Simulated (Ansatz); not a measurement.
# Geometry relaxation, with input and output: In26SbAs27 (part 4 of 4)

The same run, continued: In26SbAs27 (defect cell, 54 atoms in the cell); DFT, PBE, plane-wave PAW, default files, scalar-relativistic, no spin polarisation (Ansatz 0.2.0); cutoff 420 eV, 2×2×2 k-mesh, Fermi–Dirac smearing of 0.01 eV. The structure derives from an entry of the Crystallography Open Database. It belongs to a series of runs on one base structure; here: Sb on a In site, charge +0, ions relaxed.

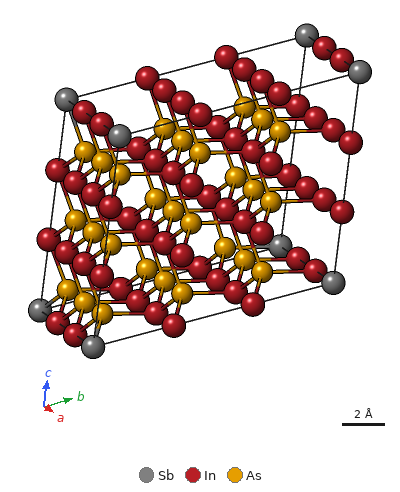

Fig. 1: The geometry at step 5 of the log (ball-and-stick view of the cell of the calculation, seen slightly off an axis).

File populations.tsv, continued
```
20	In	2_4D	-	9.981677
21	In	0_5S	-	1.068806
21	In	1_5P	-	1.667259
21	In	2_4D	-	9.981373
22	In	0_5S	-	1.067361
22	In	1_5P	-	1.653326
22	In	2_4D	-	9.981608
23	In	0_5S	-	1.067361
23	In	1_5P	-	1.653326
23	In	2_4D	-	9.981608
24	In	0_5S	-	1.065152
24	In	1_5P	-	1.656532
24	In	2_4D	-	9.981677
25	In	0_5S	-	1.067361
25	In	1_5P	-	1.653326
25	In	2_4D	-	9.981608
26	In	0_5S	-	1.065152
26	In	1_5P	-	1.656532
26	In	2_4D	-	9.981677
27	As	0_4S	-	1.577081
27	As	1_4P	-	3.681300
27	As	2_3D	-	9.997395
28	As	0_4S	-	1.524692
28	As	1_4P	-	3.733631
28	As	2_3D	-	9.996886
29	As	0_4S	-	1.577081
29	As	1_4P	-	3.681300
29	As	2_3D	-	9.997395
30	As	0_4S	-	1.524692
30	As	1_4P	-	3.733631
30	As	2_3D	-	9.996886
31	As	0_4S	-	1.524692
31	As	1_4P	-	3.733631
31	As	2_3D	-	9.996886
32	As	0_4S	-	1.521229
32	As	1_4P	-	3.744239
32	As	2_3D	-	9.996944
33	As	0_4S	-	1.577081
33	As	1_4P	-	3.681300
33	As	2_3D	-	9.997395
34	As	0_4S	-	1.521229
34	As	1_4P	-	3.744239
34	As	2_3D	-	9.996944
35	As	0_4S	-	1.521229
35	As	1_4P	-	3.744239
35	As	2_3D	-	9.996944
36	As	0_4S	-	1.524692
36	As	1_4P	-	3.733631
36	As	2_3D	-	9.996886
37	As	0_4S	-	1.524692
37	As	1_4P	-	3.733631
37	As	2_3D	-	9.996886
38	As	0_4S	-	1.521229
38	As	1_4P	-	3.744239
38	As	2_3D	-	9.996944
39	As	0_4S	-	1.524692
39	As	1_4P	-	3.733631
39	As	2_3D	-	9.996886
40	As	0_4S	-	1.521422
40	As	1_4P	-	3.743802
40	As	2_3D	-	9.996890
41	As	0_4S	-	1.521422
41	As	1_4P	-	3.743802
41	As	2_3D	-	9.996890
42	As	0_4S	-	1.521229
42	As	1_4P	-	3.744239
42	As	2_3D	-	9.996944
43	As	0_4S	-	1.521422
43	As	1_4P	-	3.743802
43	As	2_3D	-	9.996890
44	As	0_4S	-	1.521229
44	As	1_4P	-	3.744239
44	As	2_3D	-	9.996944
45	As	0_4S	-	1.577081
45	As	1_4P	-	3.681300
45	As	2_3D	-	9.997395
46	As	0_4S	-	1.521229
46	As	1_4P	-	3.744239
46	As	2_3D	-	9.996944
47	As	0_4S	-	1.521229
47	As	1_4P	-	3.744239
47	As	2_3D	-	9.996944
48	As	0_4S	-	1.521229
48	As	1_4P	-	3.744239
48	As	2_3D	-	9.996944
49	As	0_4S	-	1.521422
49	As	1_4P	-	3.743802
49	As	2_3D	-	9.996890
50	As	0_4S	-	1.521229
50	As	1_4P	-	3.744239
50	As	2_3D	-	9.996944
51	As	0_4S	-	1.521229
51	As	1_4P	-	3.744239
51	As	2_3D	-	9.996944
52	As	0_4S	-	1.521229
52	As	1_4P	-	3.744239
52	As	2_3D	-	9.996944
53	As	0_4S	-	1.521985
53	As	1_4P	-	3.743963
53	As	2_3D	-	9.996894
```

File rho_z.tsv
```
# z_ang	rho[e/angstrom^3]
# format = ansatz-planar-average/11
# lattice	0.000000000	9.054000000	9.054000000
# lattice	9.054000000	0.000000000	9.054000000
# lattice	9.054000000	9.054000000	0.000000000
# sites	54
# site	51	0.000000000	0.000000000	0.000000000
# site	49	3.037544329	3.037544329	-0.017410839
# site	49	6.016455671	6.016455671	-0.017410839
# site	49	3.037544329	-0.017410839	3.037544329
# site	49	6.038431841	3.015568159	3.015568159
# site	49	9.071410839	6.016455671	3.037544329
# site	49	6.016455671	-0.017410839	6.016455671
# site	49	9.071410839	3.037544329	6.016455671
# site	49	12.073502748	6.034497252	6.034497252
# site	49	-0.017410839	3.037544329	3.037544329
# site	49	3.015568159	6.038431841	3.015568159
# site	49	6.016455671	9.071410839	3.037544329
# site	49	3.015568159	3.015568159	6.038431841
# site	49	6.038431841	6.038431841	6.038431841
# site	49	9.054000000	9.054000000	6.041166693
# site	49	6.016455671	3.037544329	9.071410839
# site	49	9.054000000	6.041166693	9.054000000
# site	49	12.066833307	9.054000000	9.054000000
# site	49	-0.017410839	6.016455671	6.016455671
# site	49	3.037544329	9.071410839	6.016455671
# site	49	6.034497252	12.073502748	6.034497252
# site	49	3.037544329	6.016455671	9.071410839
# site	49	6.041166693	9.054000000	9.054000000
# site	49	9.054000000	12.066833307	9.054000000
# site	49	6.034497252	6.034497252	12.073502748
# site	49	9.054000000	9.054000000	12.066833307
# site	49	12.073502748	12.073502748	12.073502748
# site	33	1.564783929	1.564783929	1.564783929
# site	33	4.527000000	4.527000000	1.516163718
# site	33	7.489216071	7.489216071	1.564783929
# site	33	4.527000000	1.516163718	4.527000000
# site	33	7.537836282	4.527000000	4.527000000
# site	33	10.562160487	7.545839513	4.533607059
# site	33	7.489216071	1.564783929	7.489216071
# site	33	10.562160487	4.533607059	7.545839513
# site	33	13.574392941	7.545839513	7.545839513
# site	33	1.516163718	4.527000000	4.527000000
# site	33	4.527000000	7.537836282	4.527000000
# site	33	7.545839513	10.562160487	4.533607059
# site	33	4.527000000	4.527000000	7.537836282
# site	33	7.545140848	7.545140848	7.545140848
# site	33	10.562859152	10.562859152	7.545140848
# site	33	7.545839513	4.533607059	10.562160487
# site	33	10.562859152	7.545140848	10.562859152
# site	33	13.574392941	10.562160487	10.562160487
# site	33	1.564783929	7.489216071	7.489216071
# site	33	4.533607059	10.562160487	7.545839513
# site	33	7.545839513	13.574392941	7.545839513
# site	33	4.533607059	7.545839513	10.562160487
# site	33	7.545140848	10.562859152	10.562859152
# site	33	10.562160487	13.574392941	10.562160487
# site	33	7.545839513	7.545839513	13.574392941
# site	33	10.562160487	10.562160487	13.574392941
# site	33	13.581000000	13.581000000	13.581000000
0.000000	8.689556e-1
0.142270	8.625000e-1
0.284540	8.148626e-1
0.426810	7.765065e-1
0.569080	8.020763e-1
0.711349	9.158137e-1
0.853619	1.080096e0
0.995889	1.200172e0
1.138159	1.183649e0
1.280429	1.012834e0
1.422699	7.566268e-1
1.564969	5.104965e-1
1.707239	3.315076e-1
1.849508	2.240375e-1
1.991778	1.653377e-1
2.134048	1.321969e-1
2.276318	1.109314e-1
2.418588	9.607708e-2
2.560858	8.628567e-2
2.703128	8.137435e-2
2.845398	8.169271e-2
2.987668	8.843527e-2
3.129937	1.042171e-1
3.272207	1.344788e-1
3.414477	1.875014e-1
3.556747	2.707783e-1
3.699017	3.855992e-1
3.841287	5.232650e-1
3.983557	6.643689e-1
4.125827	7.816992e-1
4.268097	8.495180e-1
4.410366	8.588967e-1
4.552636	8.295808e-1
4.694906	8.076371e-1
4.837176	8.447460e-1
4.979446	9.621884e-1
5.121716	1.118800e0
5.263986	1.219431e0
5.406256	1.178486e0
5.548525	9.893195e-1
5.690795	7.275004e-1
5.833065	4.863705e-1
5.975335	3.160896e-1
6.117605	2.157207e-1
6.259875	1.610997e-1
6.402145	1.298777e-1
6.544415	1.095248e-1
6.686685	9.529680e-2
6.828954	8.610017e-2
6.971224	8.180808e-2
7.113494	8.286120e-2
7.255764	9.058516e-2
7.398034	1.078933e-1
7.540304	1.407212e-1
7.682574	1.975827e-1
7.824844	2.854482e-1
7.967114	4.043347e-1
8.109383	5.439231e-1
8.251653	6.833127e-1
8.393923	7.947085e-1
8.536193	8.538173e-1
8.678463	8.553556e-1
8.820733	8.232401e-1
8.963003	8.055051e-1
9.105273	8.513182e-1
9.247542	9.750615e-1
9.389812	1.128481e0
9.532082	1.215635e0
9.674352	1.158504e0
9.816622	9.600855e-1
9.958892	6.993642e-1
10.101162	4.657113e-1
10.243432	3.034297e-1
10.385702	2.085231e-1
10.527971	1.567784e-1
10.670241	1.269163e-1
10.812511	1.073336e-1
10.954781	9.374194e-2
11.097051	8.515870e-2
11.239321	8.146551e-2
11.381591	8.309873e-2
11.523861	9.135026e-2
11.666131	1.090322e-1
11.808400	1.418805e-1
11.950670	1.983091e-1
12.092940	2.858160e-1
12.235210	4.057797e-1
12.377480	5.490764e-1
12.519750	6.941713e-1
12.662020	8.102317e-1
```

Trajectory as extended XYZ (Å, eV, eV/Å), 2 of the 5 frames kept, from step=1 to step=5
```
54
Lattice="0.0000 9.0540 9.0540 9.0540 0.0000 9.0540 9.0540 9.0540 0.0000" Properties=species:S:1:pos:R:3:forces:R:3 step=1 energy=-283153.57970
Sb    0.0000    0.0000    0.0000    0.0000   0.0000   0.0000
In    3.0180    3.0180    0.0000    0.1020   0.1020  -0.1479
In    6.0360    6.0360    0.0000   -0.1020  -0.1020  -0.1479
In    3.0180    0.0000    3.0180    0.1020  -0.1479   0.1020
In    6.0360    3.0180    3.0180    0.0102  -0.0102  -0.0102
In    9.0540    6.0360    3.0180    0.1479  -0.1020   0.1020
In    6.0360    0.0000    6.0360   -0.1020  -0.1479  -0.1020
In    9.0540    3.0180    6.0360    0.1479   0.1020  -0.1020
In   12.0720    6.0360    6.0360    0.0225  -0.0225  -0.0225
In    0.0000    3.0180    3.0180   -0.1479   0.1020   0.1020
In    3.0180    6.0360    3.0180   -0.0102   0.0102  -0.0102
In    6.0360    9.0540    3.0180   -0.1020   0.1479   0.1020
In    3.0180    3.0180    6.0360   -0.0102  -0.0102   0.0102
In    6.0360    6.0360    6.0360    0.0102   0.0102   0.0102
In    9.0540    9.0540    6.0360    0.0000   0.0000   0.0203
In    6.0360    3.0180    9.0540   -0.1020   0.1020   0.1479
In    9.0540    6.0360    9.0540    0.0000   0.0203   0.0000
In   12.0720    9.0540    9.0540   -0.0203   0.0000   0.0000
In    0.0000    6.0360    6.0360   -0.1479  -0.1020  -0.1020
In    3.0180    9.0540    6.0360    0.1020   0.1479  -0.1020
In    6.0360   12.0720    6.0360   -0.0225   0.0225  -0.0225
In    3.0180    6.0360    9.0540    0.1020  -0.1020   0.1479
In    6.0360    9.0540    9.0540    0.0203   0.0000   0.0000
In    9.0540   12.0720    9.0540    0.0000  -0.0203   0.0000
In    6.0360    6.0360   12.0720   -0.0225  -0.0225   0.0225
In    9.0540    9.0540   12.0720    0.0000   0.0000  -0.0203
In   12.0720   12.0720   12.0720    0.0225   0.0225   0.0225
As    1.5090    1.5090    1.5090    0.3025   0.3025   0.3025
As    4.5270    4.5270    1.5090    0.0000   0.0000   0.0343
As    7.5450    7.5450    1.5090   -0.3025  -0.3025   0.3025
As    4.5270    1.5090    4.5270    0.0000   0.0343   0.0000
As    7.5450    4.5270    4.5270   -0.0343   0.0000   0.0000
As   10.5630    7.5450    4.5270   -0.0216   0.0216  -0.0185
As    7.5450    1.5090    7.5450   -0.3025   0.3025  -0.3025
As   10.5630    4.5270    7.5450   -0.0216  -0.0185   0.0216
As   13.5810    7.5450    7.5450    0.0185   0.0216   0.0216
As    1.5090    4.5270    4.5270    0.0343   0.0000   0.0000
As    4.5270    7.5450    4.5270    0.0000  -0.0343   0.0000
As    7.5450   10.5630    4.5270    0.0216  -0.0216  -0.0185
As    4.5270    4.5270    7.5450    0.0000   0.0000  -0.0343
As    7.5450    7.5450    7.5450   -0.0033  -0.0033  -0.0033
As   10.5630   10.5630    7.5450    0.0033   0.0033  -0.0033
As    7.5450    4.5270   10.5630    0.0216  -0.0185  -0.0216
As   10.5630    7.5450   10.5630    0.0033  -0.0033   0.0033
As   13.5810   10.5630   10.5630    0.0185  -0.0216  -0.0216
As    1.5090    7.5450    7.5450    0.3025  -0.3025  -0.3025
As    4.5270   10.5630    7.5450   -0.0185  -0.0216   0.0216
As    7.5450   13.5810    7.5450    0.0216   0.0185   0.0216
As    4.5270    7.5450   10.5630   -0.0185   0.0216  -0.0216
As    7.5450   10.5630   10.5630   -0.0033   0.0033   0.0033
As   10.5630   13.5810   10.5630   -0.0216   0.0185  -0.0216
As    7.5450    7.5450   13.5810    0.0216   0.0216   0.0185
As   10.5630   10.5630   13.5810   -0.0216  -0.0216   0.0185
As   13.5810   13.5810   13.5810    0.0000   0.0000   0.0000
54
Lattice="0.0000 9.0540 9.0540 9.0540 0.0000 9.0540 9.0540 9.0540 0.0000" Properties=species:S:1:pos:R:3:forces:R:3 step=5 energy=-283153.73220
Sb    0.0000    0.0000    0.0000    0.0000   0.0000   0.0000
In    3.0375    3.0375   -0.0174   -0.0053  -0.0053   0.0034
In    6.0165    6.0165   -0.0174    0.0053   0.0053   0.0034
In    3.0375   -0.0174    3.0375   -0.0053   0.0034  -0.0053
In    6.0384    3.0156    3.0156   -0.0004   0.0004   0.0004
In    9.0714    6.0165    3.0375   -0.0034   0.0053  -0.0053
In    6.0165   -0.0174    6.0165    0.0053   0.0034   0.0053
In    9.0714    3.0375    6.0165   -0.0034  -0.0053   0.0053
In   12.0735    6.0345    6.0345    0.0008  -0.0008  -0.0008
In   -0.0174    3.0375    3.0375    0.0034  -0.0053  -0.0053
In    3.0156    6.0384    3.0156    0.0004  -0.0004   0.0004
In    6.0165    9.0714    3.0375    0.0053  -0.0034  -0.0053
In    3.0156    3.0156    6.0384    0.0004   0.0004  -0.0004
In    6.0384    6.0384    6.0384   -0.0004  -0.0004  -0.0004
In    9.0540    9.0540    6.0412    0.0000   0.0000  -0.0003
In    6.0165    3.0375    9.0714    0.0053  -0.0053  -0.0034
In    9.0540    6.0412    9.0540    0.0000  -0.0003   0.0000
In   12.0668    9.0540    9.0540    0.0003   0.0000   0.0000
In   -0.0174    6.0165    6.0165    0.0034   0.0053   0.0053
In    3.0375    9.0714    6.0165   -0.0053  -0.0034   0.0053
In    6.0345   12.0735    6.0345   -0.0008   0.0008  -0.0008
In    3.0375    6.0165    9.0714   -0.0053   0.0053  -0.0034
In    6.0412    9.0540    9.0540   -0.0003   0.0000   0.0000
In    9.0540   12.0668    9.0540    0.0000   0.0003   0.0000
In    6.0345    6.0345   12.0735   -0.0008  -0.0008   0.0008
In    9.0540    9.0540   12.0668    0.0000   0.0000   0.0003
In   12.0735   12.0735   12.0735    0.0008   0.0008   0.0008
As    1.5648    1.5648    1.5648    0.0048   0.0048   0.0048
As    4.5270    4.5270    1.5162    0.0000   0.0000  -0.0020
As    7.4892    7.4892    1.5648   -0.0048  -0.0048   0.0048
As    4.5270    1.5162    4.5270    0.0000  -0.0020   0.0000
As    7.5378    4.5270    4.5270    0.0020   0.0000   0.0000
As   10.5622    7.5458    4.5336    0.0002  -0.0002   0.0011
As    7.4892    1.5648    7.4892   -0.0048   0.0048  -0.0048
As   10.5622    4.5336    7.5458    0.0002   0.0011  -0.0002
As   13.5744    7.5458    7.5458   -0.0011  -0.0002  -0.0002
As    1.5162    4.5270    4.5270   -0.0020   0.0000   0.0000
As    4.5270    7.5378    4.5270    0.0000   0.0020   0.0000
As    7.5458   10.5622    4.5336   -0.0002   0.0002   0.0011
As    4.5270    4.5270    7.5378    0.0000   0.0000   0.0020
As    7.5451    7.5451    7.5451    0.0013   0.0013   0.0013
As   10.5629   10.5629    7.5451   -0.0013  -0.0013   0.0013
As    7.5458    4.5336   10.5622   -0.0002   0.0011   0.0002
As   10.5629    7.5451   10.5629   -0.0013   0.0013  -0.0013
As   13.5744   10.5622   10.5622   -0.0011   0.0002   0.0002
As    1.5648    7.4892    7.4892    0.0048  -0.0048  -0.0048
As    4.5336   10.5622    7.5458    0.0011   0.0002  -0.0002
As    7.5458   13.5744    7.5458   -0.0002  -0.0011  -0.0002
As    4.5336    7.5458   10.5622    0.0011  -0.0002   0.0002
As    7.5451   10.5629   10.5629    0.0013  -0.0013  -0.0013
As   10.5622   13.5744   10.5622    0.0002  -0.0011   0.0002
As    7.5458    7.5458   13.5744   -0.0002  -0.0002  -0.0011
As   10.5622   10.5622   13.5744    0.0002   0.0002  -0.0011
As   13.5810   13.5810   13.5810    0.0000   0.0000   0.0000
```

Summary

| quantity | value |
| --- | --- |
| outcome | converged |
| electrons treated | 758 |
| free energy | −283153.7322 eV |
| Fermi energy | 8.832 eV |
| pressure | 4.85 GPa |
| final volume | 1484.40 Å³ |
| field gradient V_zz (10²¹ V/m²) | Sb 0.0000, In 2.42, In 2.42, In 2.42, In −0.35, In 2.42, In 2.42, In 2.42 (the first 8 of 54 sites) |
| largest force (length of the vector) at the end | 0.008 eV/Å |
| hardware | 4 threads of Arm Neoverse V1, 24 GiB of memory available, shared host |
| wall time | 8.3 min (CPU time 32 min) |
| peak memory | 4.5 GiB |

Notes

Notes on the run: the field gradients leave out spin–orbit coupling; the SCF threshold is looser than advised for the printed stress.
